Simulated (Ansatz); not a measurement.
Ge: geometry relaxation (part 1 of 2)

- system: Ge (4 atoms in the cell)
- method: DFT, LDA, plane waves, PAW, no spin polarisation (Ansatz 0.2.0)

The structure was built on a prototype by a generator. The geometry comes from this level: PBE.

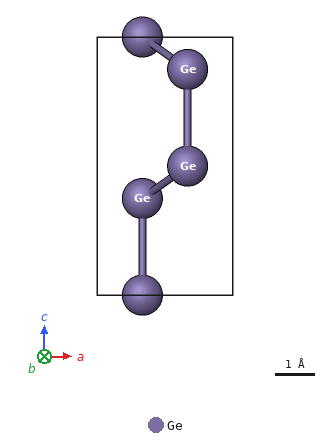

*The structure as given in the input (ball-and-stick view of the cell of the calculation, along the b axis).*

Near neighbours in the crystal (not all of them lie inside the picture): Ge has 4 Ge at 2.49 to 2.51 Å.

Key numbers:

```tsv
quantity	value
outcome	converged
space group (tolerance 0.01 Å)	P6₃/mmc (194)
electrons treated	56
free energy	−16862.7727 eV
Fermi energy	8.581 eV
band gap	none (metallic)
pressure	0.00 GPa
final volume	88.71 Å³
largest force (length of the vector) at the end	0.003 eV/Å
final cell	a = 3.968 Å, b = 3.968 Å, c = 6.505 Å, α = 90.00°, β = 90.00°, γ = 120.00°
hardware	4 threads of Intel Xeon @ 2.50GHz (Skylake/Cascade Lake), 64 GiB of memory available, shared host
wall time	4.3 s (CPU time 15 s)
peak memory	0.48 GiB
```

The input:
```yaml
crystal:
  lattice:
    - [4.0584087531, 0.0, 0.0]
    - [-2.0292043765, 3.5146850791, 0.0]
    - [0.0, 0.0, 6.6929896224]
  atoms:
    - { symbol: Ge, position: [0.3333333333, 0.6666666667, 0.0003197446] }
    - { symbol: Ge, position: [0.6666666667, 0.3333333333, 0.5003197446] }
    - { symbol: Ge, position: [0.3333333333, 0.6666666667, 0.3746802554] }
    - { symbol: Ge, position: [0.6666666667, 0.3333333333, 0.8746802554] }
kpoints:
  mp_grid: { grid: [6, 6, 4] }
hamiltonian:
  xc: lda
scf:
  occupations: { method: fermi_dirac, width: 0.02 }
relax:
  f_tol: 0.005
  cell: {}
output:
  write_density: true
  write_potential: true
  elf: true
  volumetric_format: npy
```

Command:
```bash
ansatz run input.yaml --threads 4 --pin off --max-ram 7372MiB --backend cpu --events-out ev --progress --plain --runs-dir out
```

The program's output:
```
Engine: ansatz 0.2.0, x86_64-unknown-linux-gnu
Pseudopotentials: kind: paw
Pseudopotential: Ge, paw, valence charge 14, recommended cutoff 420 eV (normal), Ge.paw.azcp
Functional definition: SPW92
  exchange = slater_x
  correlation = pw_c
Crystal: 4 atoms, lattice volume = 95.469 Å³
Basis set: ecut = 420 eV, 1835 PW (Γ)
Bands: 34, of which v1, the nominal top of the filled ones, is band 28 counted from 1 (27 counted from 0)
Symmetry: 24 space group operations
Space group: P63/mmc (ITA 194), of the structure as read, at distance tolerance 4.6e-5 Å
k-points: 21 of 144
Non-local potential: Ge, projectors of the file, l = 0: 2, l = 1: 2, l = 2: 3, l = 3: 1
PAW form: soft (Blöchl's): semilocal exchange-correlation on the pseudo side does not see the compensation charge
PAW frozen core: Ge, regenerated for the run's functional, and the local potential with it (the file was generated under x = pbe(κ = 0.804, μ = 0.2195149727645171), c = pbe(β = 0.06672455060314922))
PAW one-centre angular grid: Ge, 590 points (default); XC on 64 Gauss nodes
Initial density: superposition of atomic densities (neutral atoms: chi_scale 0, normalization atom), corrected by the library's trained network
Initial wavefunctions: pseudopotential atomic-orbital guess
Functional: x = slater, c = lda
SCF iter   1: F=—  HF=-16862.680245 eV  |F-HF|=—  |Δ(HF+E_count)|=         —  Δρ=5.04e-3  dr2=1.02e-2  ethr=1.77e-3  ⟨swp⟩=6.3  Hψ=2624  notcnv=0
preconditioner: auto → LDOS  [insulator: Δε(μ)=0.094 eV  Ē_g=22.413 eV  σ=0.020 eV  W_gap=0.59  n_scr=22 (ndim 8)  ℏωp=28.4 eV  f_vac=0.084  D(μ)=0.50/eV (n_scr^D=2)  ε∞_Penn≈2.6  β→1.0]
SCF iter   2: F=—  HF=-16862.676714 eV  |F-HF|=—  |Δ(HF+E_count)|=   3.53e-3  Δρ=9.65e-4  dr2=8.28e-4  ethr=1.82e-5  ⟨swp⟩=2.0  Hψ=1571  notcnv=0  defer=25
SCF iter   3: F=—  HF=-16862.676147 eV  |F-HF|=—  |Δ(HF+E_count)|=   5.67e-4  Δρ=6.17e-4  dr2=2.42e-4  ethr=1.48e-6  ⟨swp⟩=2.0  Hψ=1377  notcnv=0  defer=25
SCF iter   4: F=—  HF=-16862.675906 eV  |F-HF|=—  |Δ(HF+E_count)|=   2.41e-4  Δρ=1.35e-4  dr2=1.86e-5  ethr=4.32e-7  ⟨swp⟩=2.0  Hψ=1277  notcnv=0  defer=25
SCF iter   5: F=—  HF=-16862.675894 eV  |F-HF|=—  |Δ(HF+E_count)|=   1.15e-5  Δρ=2.69e-5  dr2=3.77e-7  ethr=3.33e-8  ⟨swp⟩=2.0  Hψ=1278  notcnv=0  defer=25
SCF iter   6: F=-16862.675894 eV  HF=-16862.675894 eV  |F-HF|=3.22e-9  |Δ(HF+E_count)|=   3.26e-7  Δρ=2.53e-6  dr2=5.17e-9  ethr=1.79e-10  ⟨swp⟩=7.1  Hψ=4125  notcnv=0
SCF 1 converged in 6 iterations: F = -16862.675894 eV  dr2 = 5.17e-9
  greatest PAW one-centre occupation: 0.998 electrons in one spin orbital (limit 2), on the Ge atom at site 3 (counted from 0), in its partial waves of l = 2
relax step   1: F+E_penalty+E_count = -16862.67589378 eV  Δ(F+E_penalty+E_count) = +0.000e0 eV  max|allowed force component| = 3.933e-2 eV/Å  Δτ_max = 0.0000 Å  P = -4.339 GPa  Ω = 95.469 Å³  (6 SCF iters, dr2 threshold 1.00e-7 eV, accepted)
Crystal: 4 atoms, lattice volume = 89.515 Å³
Basis set: ecut = 420 eV, 1761 PW (Γ)
Initial density: handed on by an earlier stage of this run
Initial wavefunctions: those handed on with the density
iter 1 solved again at ethr=1.75e-5 eV; its pass at ethr=3.10e-3 eV (dr2=9.81e-3 eV) is discarded
SCF iter   1: F=—  HF=-16862.773986 eV  |F-HF|=—  |Δ(HF+E_count)|=         —  Δρ=3.02e-3  dr2=9.91e-3  ethr=1.75e-5  ⟨swp⟩=1.4  Hψ=3466  notcnv=0
preconditioner: auto → LDOS  [insulator: Δε(μ)=0.067 eV  Ē_g=22.675 eV  σ=0.020 eV  W_gap=0.57  n_scr=22 (ndim 8)  ℏωp=29.4 eV  f_vac=0.055  D(μ)=0.51/eV (n_scr^D=2)  ε∞_Penn≈2.7  β→1.0]
SCF iter   2: F=—  HF=-16862.771663 eV  |F-HF|=—  |Δ(HF+E_count)|=   2.32e-3  Δρ=6.05e-4  dr2=4.14e-4  ethr=1.75e-5  ⟨swp⟩=2.0  Hψ=1009  notcnv=0
preconditioner: auto → Kerker (q_TF=auto, 2.523 Å⁻¹)  [metal: Δε(μ)=0.024 eV  Ē_g=22.655 eV  σ=0.020 eV  W_gap=0.27  n_scr=22 (ndim 8)  ℏωp=29.4 eV  f_vac=0.063  D(μ)=0.46/eV (n_scr^D=0)  β→0.5]
SCF iter   3: F=—  HF=-16862.771506 eV  |F-HF|=—  |Δ(HF+E_count)|=   1.57e-4  Δρ=2.32e-4  dr2=3.56e-5  ethr=7.39e-7  ⟨swp⟩=2.0  Hψ=882  notcnv=0
SCF iter   4: F=—  HF=-16862.771511 eV  |F-HF|=—  |Δ(HF+E_count)|=   4.91e-6  Δρ=8.87e-5  dr2=7.02e-6  ethr=6.36e-8  ⟨swp⟩=2.0  Hψ=1276  notcnv=0
SCF iter   5: F=—  HF=-16862.771507 eV  |F-HF|=—  |Δ(HF+E_count)|=   4.73e-6  Δρ=3.16e-5  dr2=1.21e-6  ethr=1.25e-8  ⟨swp⟩=2.0  Hψ=1302  notcnv=0
SCF iter   6: F=-16862.771507 eV  HF=-16862.771507 eV  |F-HF|=6.22e-8  |Δ(HF+E_count)|=   9.99e-8  Δρ=8.80e-6  dr2=8.90e-8  ethr=7.14e-10  ⟨swp⟩=8.0  Hψ=4502  notcnv=0
SCF 2 converged in 6 iterations: F = -16862.771507 eV  dr2 = 8.90e-8
relax step   2: F+E_penalty+E_count = -16862.77150658 eV  Δ(F+E_penalty+E_count) = -9.561e-2 eV  max|allowed force component| = 2.722e-2 eV/Å  Δτ_max = 0.0071 Å  P = -0.612 GPa  Ω = 89.515 Å³  energy of the carried Pulay correction = +9.438e-4 eV  (6 SCF iters, dr2 threshold 4.00e-7 eV, accepted)
Crystal: 4 atoms, lattice volume = 88.566 Å³
iter 1 solved again at ethr=7.86e-7 eV; its pass at ethr=3.10e-3 eV (dr2=4.40e-4 eV) is discarded
SCF iter   1: F=—  HF=-16862.773960 eV  |F-HF|=—  |Δ(HF+E_count)|=         —  Δρ=6.69e-4  dr2=4.07e-4  ethr=7.86e-7  ⟨swp⟩=2.0  Hψ=3421  notcnv=0
preconditioner: auto → Resta (q_TF=auto, 2.528 Å⁻¹)  ε∞=2.7  [insulator: Δε(μ)=0.137 eV  Ē_g=22.708 eV  σ=0.020 eV  W_gap=0.52  n_scr=22 (ndim 8)  ℏωp=29.5 eV  f_vac=0.059  D(μ)=0.37/eV (n_scr^D=0)  ε∞_Penn≈2.7]
SCF iter   2: F=—  HF=-16862.773892 eV  |F-HF|=—  |Δ(HF+E_count)|=   6.71e-5  Δρ=3.80e-4  dr2=1.43e-4  ethr=7.27e-7  ⟨swp⟩=1.0  Hψ=714  notcnv=0
SCF iter   3: F=—  HF=-16862.773864 eV  |F-HF|=—  |Δ(HF+E_count)|=   2.87e-5  Δρ=5.26e-5  dr2=1.60e-6  ethr=2.56e-7  ⟨swp⟩=2.0  Hψ=882  notcnv=0
SCF iter   4: F=—  HF=-16862.773863 eV  |F-HF|=—  |Δ(HF+E_count)|=   5.84e-7  Δρ=2.46e-5  dr2=4.31e-7  ethr=7.14e-10  ⟨swp⟩=8.0  Hψ=5442  notcnv=0
SCF iter   5: F=-16862.773863 eV  HF=-16862.773863 eV  |F-HF|=6.77e-9  |Δ(HF+E_count)|=   2.06e-7  Δρ=5.33e-6  dr2=2.87e-8  ethr=7.14e-10  ⟨swp⟩=7.0  Hψ=3933  notcnv=0
SCF 3 converged in 5 iterations: F = -16862.773863 eV  dr2 = 2.87e-8
relax step   3: F+E_penalty+E_count = -16862.77386335 eV  Δ(F+E_penalty+E_count) = -2.357e-3 eV  max|allowed force component| = 2.471e-4 eV/Å  Δτ_max = 0.0048 Å  P = +0.112 GPa  Ω = 88.566 Å³  energy of the carried Pulay correction = +1.100e-3 eV  (5 SCF iters, dr2 threshold 4.00e-7 eV, accepted)
Crystal: 4 atoms, lattice volume = 88.710 Å³
iter 1 solved again at ethr=1.81e-8 eV; its pass at ethr=3.10e-3 eV (dr2=1.01e-5 eV) is discarded
SCF iter   1: F=—  HF=-16862.773895 eV  |F-HF|=—  |Δ(HF+E_count)|=         —  Δρ=9.14e-5  dr2=8.55e-6  ethr=1.81e-8  ⟨swp⟩=2.0  Hψ=3318  notcnv=0
preconditioner: auto → Resta (q_TF=auto, 2.527 Å⁻¹)  ε∞=2.7  [insulator: Δε(μ)=0.118 eV  Ē_g=22.699 eV  σ=0.020 eV  W_gap=0.51  n_scr=22 (ndim 8)  ℏωp=29.5 eV  f_vac=0.061  D(μ)=0.37/eV (n_scr^D=0)  ε∞_Penn≈2.7]
SCF iter   2: F=—  HF=-16862.773893 eV  |F-HF|=—  |Δ(HF+E_count)|=   1.79e-6  Δρ=5.16e-5  dr2=2.83e-6  ethr=1.53e-8  ⟨swp⟩=1.1  Hψ=720  notcnv=0
SCF iter   3: F=—  HF=-16862.773893 eV  |F-HF|=—  |Δ(HF+E_count)|=   7.10e-7  Δρ=9.39e-6  dr2=5.28e-8  ethr=5.05e-9  ⟨swp⟩=2.0  Hψ=882  notcnv=0
SCF iter   4: F=-16862.773893 eV  HF=-16862.773893 eV  |F-HF|=2.04e-9  |Δ(HF+E_count)|=   3.60e-8  Δρ=3.65e-6  dr2=1.22e-8  ethr=8.49e-11  ⟨swp⟩=7.2  Hψ=4297  notcnv=0
SCF 4 converged in 4 iterations: F = -16862.773893 eV  dr2 = 1.22e-8
relax step   4: F+E_penalty+E_count = -16862.77389251 eV  Δ(F+E_penalty+E_count) = -2.916e-5 eV  max|allowed force component| = 2.735e-3 eV/Å  Δτ_max = 0.0005 Å  P = -0.006 GPa  Ω = 88.710 Å³  energy of the carried Pulay correction = +1.076e-3 eV  (4 SCF iters, dr2 threshold 4.75e-8 eV, accepted)
Initial wavefunctions: pseudopotential atomic-orbital guess (no wavefunctions were taken with the density)
iter 1 solved again at ethr=2.99e-7 eV; its pass at ethr=3.10e-3 eV (dr2=1.68e-4 eV) is discarded
SCF iter   1: F=—  HF=-16862.772659 eV  |F-HF|=—  |Δ(HF+E_count)|=         —  Δρ=4.66e-5  dr2=4.10e-7  ethr=2.99e-7  ⟨swp⟩=3.0  Hψ=4218  notcnv=0
preconditioner: auto → Resta (q_TF=auto, 2.527 Å⁻¹)  ε∞=2.7  [insulator: Δε(μ)=0.118 eV  Ē_g=22.700 eV  σ=0.020 eV  W_gap=0.51  n_scr=22 (ndim 8)  ℏωp=29.5 eV  f_vac=0.062  D(μ)=0.37/eV (n_scr^D=0)  ε∞_Penn≈2.7]
SCF iter   2: F=—  HF=-16862.772657 eV  |F-HF|=—  |Δ(HF+E_count)|=   2.42e-6  Δρ=4.45e-5  dr2=7.70e-7  ethr=7.32e-10  ⟨swp⟩=2.0  Hψ=1302  notcnv=0
SCF iter   3: F=—  HF=-16862.772657 eV  |F-HF|=—  |Δ(HF+E_count)|=   5.33e-9  Δρ=1.40e-5  dr2=7.39e-8  ethr=7.32e-10  ⟨swp⟩=2.2  Hψ=1268  notcnv=0
SCF iter   4: F=—  HF=-16862.772657 eV  |F-HF|=—  |Δ(HF+E_count)|=   5.44e-8  Δρ=1.13e-6  dr2=6.00e-10  ethr=1.32e-10  ⟨swp⟩=2.0  Hψ=1227  notcnv=0
SCF iter   5: F=-16862.772657 eV  HF=-16862.772657 eV  |F-HF|=0.00e0  |Δ(HF+E_count)|=   1.61e-9  Δρ=1.56e-7  dr2=1.04e-11  ethr=1.00e-12  ⟨swp⟩=4.0  Hψ=3445  notcnv=0
SCF 5 converged in 5 iterations: F = -16862.772657 eV  dr2 = 1.04e-11
relax step   5: F+E_penalty+E_count = -16862.77265660 eV  Δ(F+E_penalty+E_count) = +1.236e-3 eV  max|allowed force component| = 2.746e-3 eV/Å  Δτ_max = 0.0000 Å  P = +0.002 GPa  Ω = 88.710 Å³  stress off target by 1.62e-2 GPa  SCF on the basis re-selected at this cell (its energy is not comparable with the rows above)  (5 SCF iters)
```

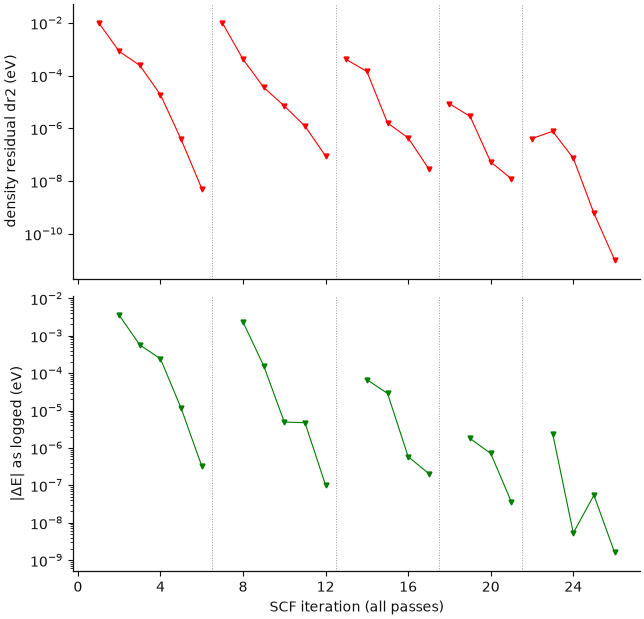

*Convergence of the self-consistent field: density residual dr2 and size of the energy change against the SCF iteration. The dotted lines part the SCF passes of the relaxation: geometry steps, rejected trials and re-solves on a re-selected basis.*

The 5 passes take 4 to 6 iterations each, 26 in all.

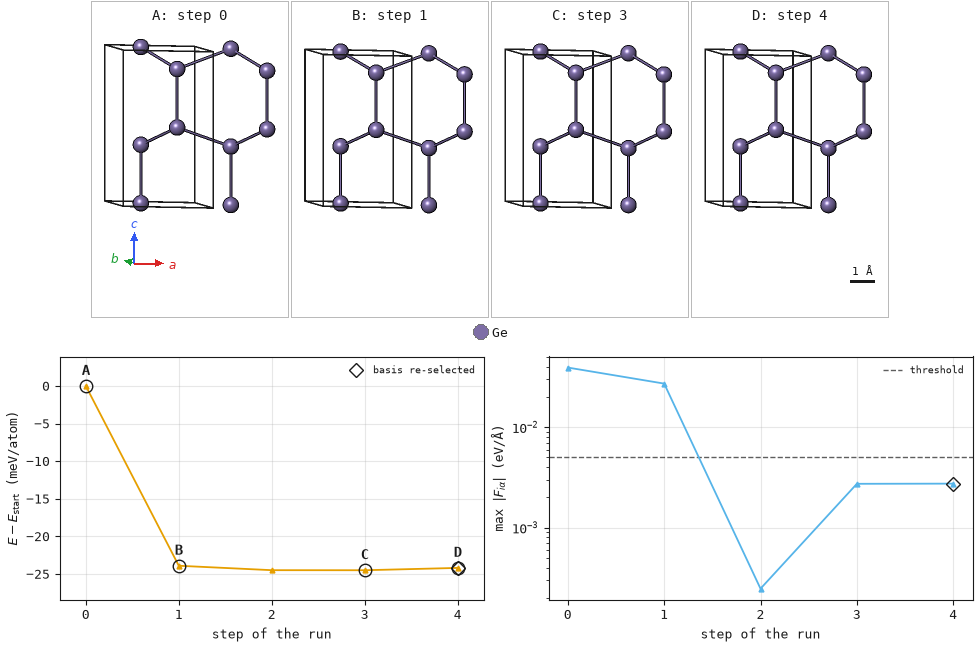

*Frames of the relaxation (ball-and-stick view of the cell of the calculation, repeated 2 × 1 × 1, seen at an oblique angle) above the curves, on which the letters mark them (the first geometry is step 0 here and step 1 in the log).*

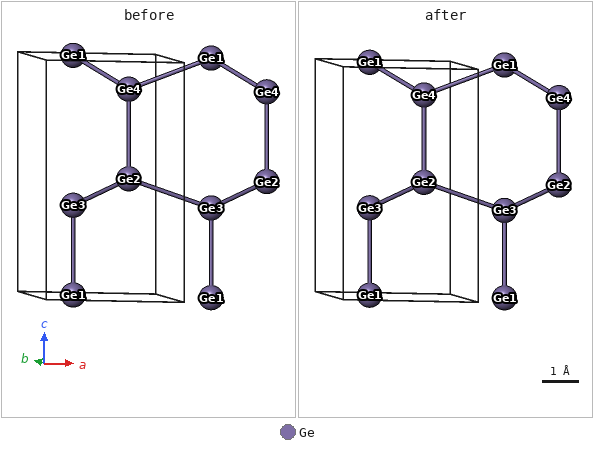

*Before (left) and after (right) the relaxation, at one scale (ball-and-stick view of the cell of the calculation, repeated 2 × 1 × 1, seen at an oblique angle).*

Over 3 geometry steps the energy falls by 24.5 meV per atom. Largest force component: 0.039 eV/Å at the start, 0.0027 eV/Å at the end. Pressure: −4.34 GPa at the start and 0.00 GPa at the end. The atoms keep their places relative to the cell (all moves are under 0.005 Å). The volume changes by −7.1 %, with a = b 4.058 → 3.968 Å (−2.2 %), c 6.693 → 6.505 Å (−2.8 %). Among the contacts that change: Ge1–Ge3 2.506 → 2.441 Å, Ge1–Ge4 2.489 → 2.431 Å. The space group stays P6_3/mmc (No. 194). A last SCF at the same geometry on a re-selected plane-wave basis shifts the energy by +0.3 meV per atom. (Atoms are counted from 1 in the order of the input.)

```
basis re-selected at this cell: Δ(F+E_penalty+E_count) = +1.236e-3 eV, ΔP = +0.008 GPa vs the last step (what re-selecting the basis moved, of the pressure what is left beyond the Pulay correction that the steps carried, after the strain that the cell walked since its last selection, with what the two solves' SCF thresholds leave and, on support functions, any second-order correction that the steps lacked; it is no measure of the basis error at this ecutwfc). The dense FFT grid was sized anew with the basis: this SCF ran on 27×27×45 points, the steps before it on 30×30×45, so part of this shift can come from that change (see relax.cell in the input reference). This SCF's stress stands 1.62e-2 GPa from its target on what of the cell is left free (relax.cell.stress_tol is 5.00e-2 GPa) and its largest allowed force component is 2.75e-3 eV/Å (relax.f_tol is 5.00e-3 eV/Å): within both
SCF converged after 5 iterations
Free energy (F): -16862.772657 eV
Harris-Foulkes:  -16862.772657 eV  (|F-HF|=0.00e0)
Internal energy: -16862.772224 eV  (E = F + TS)
```
